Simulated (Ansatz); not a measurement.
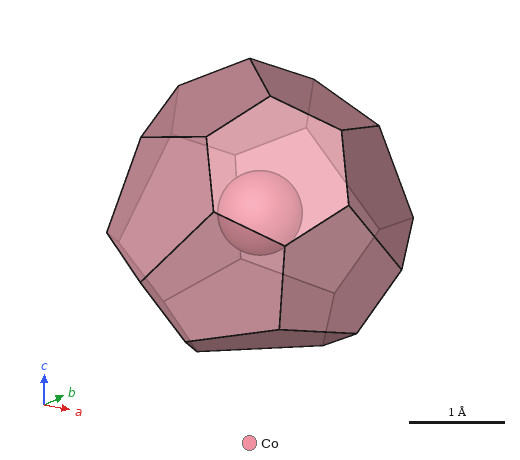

Voronoi cell (the region closer to this atom than to any other), computed from the atomic positions without radii. Central atom: Co1 (8a) in Co; faces take the colour of the neighbour behind them. Origin: the geometry relaxed with Ansatz 0.2.0, DFT PBE, scalar-relativistic, plane waves, PAW.

Co, space group Fd-3m:1 (No. 227), a = 6.512 Å, b = 6.512 Å, c = 6.512 Å, α = 90.00°, β = 90.00°, γ = 90.00°

| site | Wyckoff | x | y | z |
| --- | --- | --- | --- | --- |
| Co1 | 8a | 0.2500 | 0.2500 | 0.2500 |
| Co2 | 16d | 0.3750 | 0.8750 | 0.1250 |

How many faces does the cell have, and of which kinds?

Answer. 16 faces, index ⟨0,0,12,4⟩: the cell of a Frank–Kasper Z16 (Friauf) site.

What is the volume of this Voronoi cell?

Answer. 13.1 Å³, against a mean of 11.5 Å³ per atom in this structure.
